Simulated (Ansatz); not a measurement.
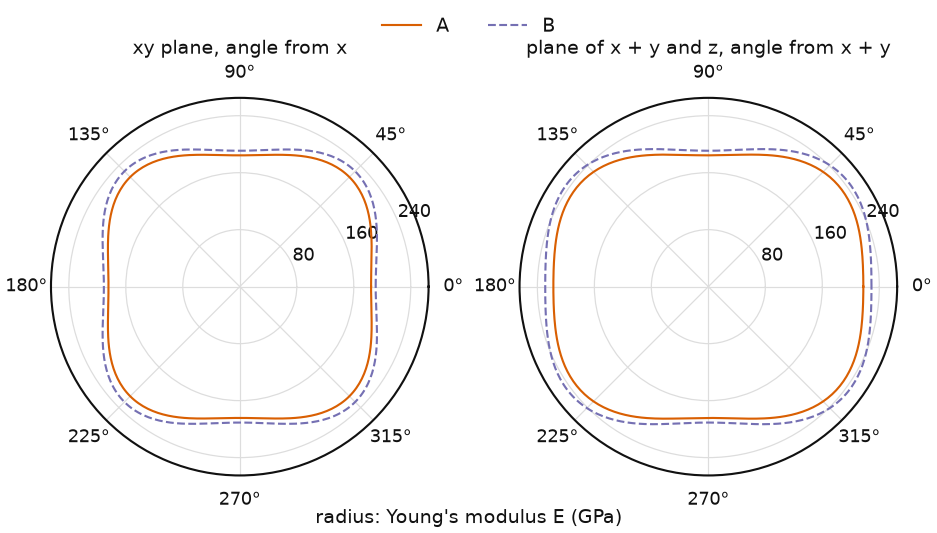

The figure compares two calculations of the directional Young's modulus. The first is for NbH₂, space group Fm-3m (No. 225).

Structure:
```yaml
crystal:
  lattice:
    - [0.00000, 2.22469, 2.22469]
    - [2.22469, 0.00000, 2.22469]
    - [2.22469, 2.22469, 0.00000]
  atoms:
    - { symbol: Nb, position: [0.00000, 0.00000, 0.00000] }
    - { symbol: H, position: [0.25000, 0.25000, 0.25000] }
    - { symbol: H, position: [0.75000, 0.75000, 0.75000] }
```

Computed with Ansatz 0.2.0: elastic stress-strain coefficients at zero temperature from small strains of the given cell, Voigt order xx yy zz yz xz xy, Cartesian axes of the cell vectors; plane waves with PAW datasets, Γ-centred k mesh. Level: PBEsol, no spin polarisation.

wave cutoff 420 eV; k mesh 16×16×16; occupations Fermi–Dirac; smearing width 0.15 eV; ions relaxed; strain amplitude 0.005.

In the second, the cell is expanded by 3.3 % in volume, to 7.58 Å³/atom.

Q: Which of A and B is the second calculation, and what did the change do?

A: A. The bulk modulus falls from 230.2 to 202.6 GPa (−12 %), the shear modulus falls from 82.9 to 79.8 GPa (−3.7 %), the least Young's modulus over all directions falls from 190.8 to 184.3 GPa (−3.4 %) and the largest falls from 245.4 to 231.5 GPa (−5.7 %). The shift of the bulk modulus amounts to a Grüneisen parameter of 3.94.

For both, limits of the calculation: metal sensitive to the k mesh.
